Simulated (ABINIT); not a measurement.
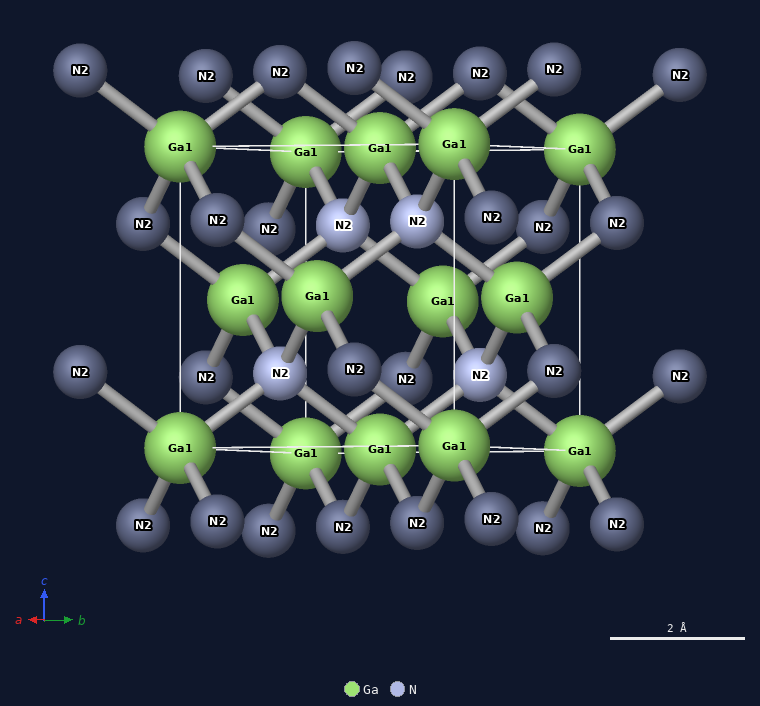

The input geometry (ball-and-stick view of the cell 4 times as large as that of the calculation, set on its symmetry axes, seen at an oblique angle; neighbours outside the cell are drawn fainter; atoms are numbered from 1 in the order of the input). An atom can appear more than once, as a periodic image. Near neighbours in the periodic cell (some may lie outside the picture): Ga has 4 N at 1.95 Å; N has 4 Ga at 1.95 Å.

GaN: single-point calculation

- system: GaN (2 atoms in the cell)
- method: Kohn-Sham DFT of a periodic cell, LDA, PseudoDojo NC SR LDA v0.4 stringent, no spin polarisation (ABINIT 10.8.3)

The structure derives from a Materials Project entry.

## Input
```
# Pseudopotentials
pp_dirpath "./"
pseudos "Ga.upf, N.upf"

# Structure
acell 3*1.0
rprim
     0.0000000000     4.2584989699     4.2584989699
     4.2584989699     0.0000000000     4.2584989699
     4.2584989699     4.2584989699     0.0000000000
ntypat 2
znucl 31 7
natom 2
typat 1 2
xred
     0.0000000000     0.0000000000     0.0000000000
     0.2500000000     0.2500000000     0.2500000000

# Plane-wave basis
ecut 61.0

# k points
kptopt 1
ngkpt 10 10 10
nshiftk 1
shiftk 0.0 0.0 0.0

# Exchange and correlation
ixc 7

# Bands and occupations
nband 17
occopt 7
tsmear 0.00183747

# SCF cycle
nstep 100
tolvrs 1.0e-10

# Output
iomode 3
prtwf 0
prtden 0
prteig 0
prtebands 0
```

Run as:
```bash
abinit run.abi > log 2>&1
```

## The program's output
```
.Version 10.8.3 of ABINIT
 Symmetries : space group F-4 3 m (#216); Bravais cF (face-center cubic)
================================================================================
 Values of the parameters that define the memory need of the present run
     intxc =       0    ionmov =       0      iscf =       7    lmnmax =       6
     lnmax =       6     mgfft =      45  mpssoang =       3    mqgrid =    3001
     natom =       2  nloc_mem =       1    nspden =       1   nspinor =       1
    nsppol =       1      nsym =      24    n1xccc =    2501    ntypat =       2
    occopt =       7   xclevel =       1
       mpw =        3548          nfft =       91125          nkpt =          47
================================================================================
================================================================================

--------------------------------------------------------------------------------
------------- Echo of variables that govern the present computation ------------
--------------------------------------------------------------------------------
 -outvars: echo values of preprocessed input variables --------
            acell      1.0000000000E+00  1.0000000000E+00  1.0000000000E+00 Bohr
              amu      6.97230000E+01  1.40067400E+01
             ecut      6.10000000E+01 Hartree
              ixc           7
         kptrlatt       10    0    0      0   10    0      0    0   10
          kptrlen      6.02242700E+01
            natom           2
            nband          17
            ngfft          45      45      45
             nkpt          47
            nstep         100
             nsym          24
           ntypat           2
           occopt           7
           prtden           0
        prtebands           0
           prteig           0
            prtwf           0
            rprim      0.0000000000E+00  4.2584989699E+00  4.2584989699E+00
                       4.2584989699E+00  0.0000000000E+00  4.2584989699E+00
                       4.2584989699E+00  4.2584989699E+00  0.0000000000E+00
          spgroup         216
           tolvrs      1.00000000E-10
           tsmear      1.83747000E-03 Hartree
            typat      1  2
           xangst      0.0000000000E+00  0.0000000000E+00  0.0000000000E+00
                       1.1267503030E+00  1.1267503030E+00  1.1267503030E+00
            xcart      0.0000000000E+00  0.0000000000E+00  0.0000000000E+00
                       2.1292494849E+00  2.1292494849E+00  2.1292494849E+00
             xred      0.0000000000E+00  0.0000000000E+00  0.0000000000E+00
                       2.5000000000E-01  2.5000000000E-01  2.5000000000E-01
            znucl       31.00000    7.00000

================================================================================

 chkinp: Checking input parameters for consistency.

================================================================================
== DATASET  1 ==================================================================

--- !DatasetInfo
iteration_state: {dtset: 1, }
dimensions: {natom: 2, nkpt: 47, mband: 17, nsppol: 1, nspinor: 1, nspden: 1, mpw: 3548, }
cutoff_energies: {ecut:  61.0, pawecutdg:  -1.0, }
electrons: {nelect:   2.60000000E+01, charge:   0.00000000E+00, occopt:   7.00000000E+00, tsmear:   1.83747000E-03, }
meta: {optdriver: 0, ionmov: 0, optcell: 0, iscf: 7, paral_kgb: 0, }
...

 Exchange-correlation functional for the present dataset will be:
  LDA: Perdew-Wang 92 LSD fit to Ceperley-Alder data - ixc=7
  J.P.Perdew and Y.Wang, PRB 45, 13244 (1992)

 Real(R)+Recip(G) space primitive vectors, cartesian coordinates (Bohr,Bohr^-1):
 R(1)=  0.0000000  4.2584990  4.2584990  G(1)= -0.1174123  0.1174123  0.1174123
 R(2)=  4.2584990  0.0000000  4.2584990  G(2)=  0.1174123 -0.1174123  0.1174123
 R(3)=  4.2584990  4.2584990  0.0000000  G(3)=  0.1174123  0.1174123 -0.1174123
 Unit cell volume ucvol=  1.5445417E+02 bohr^3
 Angles (23,13,12)=  6.00000000E+01  6.00000000E+01  6.00000000E+01 degrees

 getcut: wavevector=  0.0000  0.0000  0.0000  ngfft=  45  45  45
         ecut(hartree)=     61.000   => boxcut(ratio)=   2.07803

--- Pseudopotential description ------------------------------------------------
- pspini: atom type   1  psp file is ./Ga.upf
12 -1012 2 -1 1858                            pspcod,pspxc,lmax,lloc,mmax
     nproj     2     2     2

- pspini: atom type   2  psp file is ./N.upf
12 -1012 1 -1 1058                            pspcod,pspxc,lmax,lloc,mmax
     nproj     2     2     0

   7.07354840E+02                                ecore*ucvol(ha*bohr**3)
--------------------------------------------------------------------------------

================================================================================

--- !BeginCycle
iteration_state: {dtset: 1, }
solver: {iscf: 7, nstep: 100, nline: 4, wfoptalg: 0, }
tolerances: {tolvrs: 1.00E-10, }
...

     iter   Etot(hartree)      deltaE(h)  residm     vres2
 ETOT  1  -257.37877408720    -2.574E+02 7.920E-01 1.604E+03
 ETOT  2  -258.16227300637    -7.835E-01 2.687E-02 1.945E+03
 ETOT  3  -258.36737276965    -2.051E-01 5.923E-03 5.371E+00
 ETOT  4  -258.36779976074    -4.270E-04 3.924E-03 1.481E+00
 ETOT  5  -258.36787201746    -7.226E-05 2.294E-04 2.889E-01
 ETOT  6  -258.36790265473    -3.064E-05 5.592E-04 6.202E-03
 ETOT  7  -258.36790312839    -4.737E-07 4.160E-05 3.677E-04
 ETOT  8  -258.36790316900    -4.061E-08 2.069E-04 1.144E-04
 ETOT  9  -258.36790317993    -1.092E-08 1.217E-05 1.652E-07
 ETOT 10  -258.36790317995    -2.285E-11 6.642E-05 2.986E-10
 ETOT 11  -258.36790317997    -1.518E-11 4.355E-06 5.364E-12

 At SCF step   11       vres2   =  5.36E-12 < tolvrs=  1.00E-10 =>converged.

 Cartesian components of stress tensor (hartree/bohr^3)
  sigma(1 1)=  2.19116588E-04  sigma(3 2)=  0.00000000E+00
  sigma(2 2)=  2.19116588E-04  sigma(3 1)=  0.00000000E+00
  sigma(3 3)=  2.19116588E-04  sigma(2 1)=  0.00000000E+00

--- !ResultsGS
iteration_state: {dtset: 1, }
comment   : Summary of ground state results
lattice_vectors:
- [  0.0000000,   4.2584990,   4.2584990, ]
- [  4.2584990,   0.0000000,   4.2584990, ]
- [  4.2584990,   4.2584990,   0.0000000, ]
lattice_lengths: [   6.02243,    6.02243,    6.02243, ]
lattice_angles: [ 60.000,  60.000,  60.000, ] # degrees, (23, 13, 12)
lattice_volume:   1.5445417E+02
convergence: {deltae: -1.518E-11, res2:  5.364E-12, residm:  4.355E-06, diffor: null, }
etotal    :  -2.58367903E+02
entropy   :   0.00000000E+00
fermie    :   2.63154332E-01
cartesian_stress_tensor: # hartree/bohr^3
- [  2.19116588E-04,   0.00000000E+00,   0.00000000E+00, ]
- [  0.00000000E+00,   2.19116588E-04,   0.00000000E+00, ]
- [  0.00000000E+00,   0.00000000E+00,   2.19116588E-04, ]
pressure_GPa:  -6.4466E+00
xred      :
- [  0.0000E+00,   0.0000E+00,   0.0000E+00, Ga]
- [  2.5000E-01,   2.5000E-01,   2.5000E-01,  N]
cartesian_forces: # hartree/bohr
- [ -4.93983701E-31,   1.37108020E-47,   4.93983701E-31, ]
- [  4.93983701E-31,  -1.37108020E-47,  -4.93983701E-31, ]
force_length_stats: {min:   6.98598449E-31, max:   6.98598449E-31, mean:   6.98598449E-31, }
...

 Integrated electronic density in atomic spheres:
 ------------------------------------------------
 Atom  Sphere_radius  Integrated_density
    1        2.00000         18.91958292
    2        2.00000          5.21514063
================================================================================

 ----iterations are completed or convergence reached----

 Mean square residual over all n,k,spin=   10.328E-09; max=  43.552E-07
 reduced coordinates (array xred) for    2 atoms
       0.000000000000      0.000000000000      0.000000000000
       0.250000000000      0.250000000000      0.250000000000
 rms dE/dt=  2.4291E-30; max dE/dt=  4.2073E-30; dE/dt below (all hartree)
    1      -0.000000000000      0.000000000000      0.000000000000
    2       0.000000000000      0.000000000000      0.000000000000

 cartesian coordinates (angstrom) at end:
    1      0.00000000000000     0.00000000000000     0.00000000000000
    2      1.12675030299809     1.12675030299809     1.12675030299809

 cartesian forces (hartree/bohr) at end:
    1     -0.00000000000000     0.00000000000000     0.00000000000000
    2      0.00000000000000    -0.00000000000000    -0.00000000000000
 frms,max,avg= 4.0333600E-31 4.9398370E-31   0.000E+00  0.000E+00  0.000E+00 h/b

 cartesian forces (eV/Angstrom) at end:
    1     -0.00000000000000     0.00000000000000     0.00000000000000
    2      0.00000000000000    -0.00000000000000    -0.00000000000000
 frms,max,avg= 2.0740371E-29 2.5401663E-29   0.000E+00  0.000E+00  0.000E+00 e/A
 length scales=  1.000000000000  1.000000000000  1.000000000000 bohr
              =  0.529177210544  0.529177210544  0.529177210544 angstroms
 Fermi (or HOMO) energy (hartree) =   0.26315   Average Vxc (hartree)=  -0.44887
 Eigenvalues (hartree) for nkpt=  47  k points:
 kpt#   1, nband= 17, wtk=  0.00100, kpt=  0.0000  0.0000  0.0000 (reduced coord)
  -4.95123   -3.15907   -3.15907   -3.15907   -0.34187   -0.26154   -0.26154   -0.26154
  -0.25007   -0.25007    0.23812    0.23812    0.23812    0.30273    0.61154    0.61154
   0.61154
      occupation numbers for kpt#   1
   2.00000    2.00000    2.00000    2.00000    2.00000    2.00000    2.00000    2.00000
   2.00000    2.00000    2.00000    2.00000    2.00000    0.00000    0.00000    0.00000
   0.00000
 prteigrs : prtvol=0 or 1, do not print more k-points.

--- !EnergyTerms
iteration_state     : {dtset: 1, }
comment             : Components of total free energy in Hartree
kinetic             :  1.27497121457761E+02
hartree             :  1.00202385495309E+02
xc                  : -2.83355151780043E+01
Ewald energy        : -1.35314831383947E+02
psp_core            :  4.57970700582621E+00
local_psp           : -2.66444883130781E+02
non_local_psp       : -6.05518874461295E+01
internal            : -2.58367903179965E+02
'-kT*entropy'       : -4.82230058252413E-18
total_energy        : -2.58367903179965E+02
total_energy_eV     : -7.03054880699426E+03
band_energy         : -3.11923366447655E+01
...

 Cartesian components of stress tensor (hartree/bohr^3)
  sigma(1 1)=  2.19116588E-04  sigma(3 2)=  0.00000000E+00
  sigma(2 2)=  2.19116588E-04  sigma(3 1)=  0.00000000E+00
  sigma(3 3)=  2.19116588E-04  sigma(2 1)=  0.00000000E+00

-Cartesian components of stress tensor (GPa)         [Pressure= -6.4466E+00 GPa]
- sigma(1 1)=  6.44663259E+00  sigma(3 2)=  0.00000000E+00
- sigma(2 2)=  6.44663259E+00  sigma(3 1)=  0.00000000E+00
- sigma(3 3)=  6.44663259E+00  sigma(2 1)=  0.00000000E+00

== END DATASET(S) ==============================================================
================================================================================

 -outvars: echo values of variables after computation  --------
            acell      1.0000000000E+00  1.0000000000E+00  1.0000000000E+00 Bohr
           etotal     -2.5836790318E+02
            fcart     -4.9398370070E-31  1.3710801958E-47  4.9398370070E-31
                       4.9398370070E-31 -1.3710801958E-47 -4.9398370070E-31
            rprim      0.0000000000E+00  4.2584989699E+00  4.2584989699E+00
                       4.2584989699E+00  0.0000000000E+00  4.2584989699E+00
                       4.2584989699E+00  4.2584989699E+00  0.0000000000E+00
           strten      2.1911658795E-04  2.1911658795E-04  2.1911658795E-04
                       0.0000000000E+00  0.0000000000E+00  0.0000000000E+00
           xangst      0.0000000000E+00  0.0000000000E+00  0.0000000000E+00
                       1.1267503030E+00  1.1267503030E+00  1.1267503030E+00
             xred      0.0000000000E+00  0.0000000000E+00  0.0000000000E+00
                       2.5000000000E-01  2.5000000000E-01  2.5000000000E-01
 Calculation completed.
```

## Key numbers

```tsv
quantity	value
outcome	converged
space group (tolerance 0.01 Å)	F-43m (216)
electrons treated	26
free energy	−7030.5488 eV
Fermi energy	7.161 eV
gap on the k-point mesh	1.76 eV
pressure	−6.45 GPa
largest force (length of the vector)	under 0.001 eV/Å
hardware	1 thread of Arm Neoverse V1, 24 GiB of memory available, shared host
wall time	1.7 min
peak memory	0.11 GiB
```

The cell is under a tension of 6.4 GPa at this level, so it is not at its equilibrium volume.
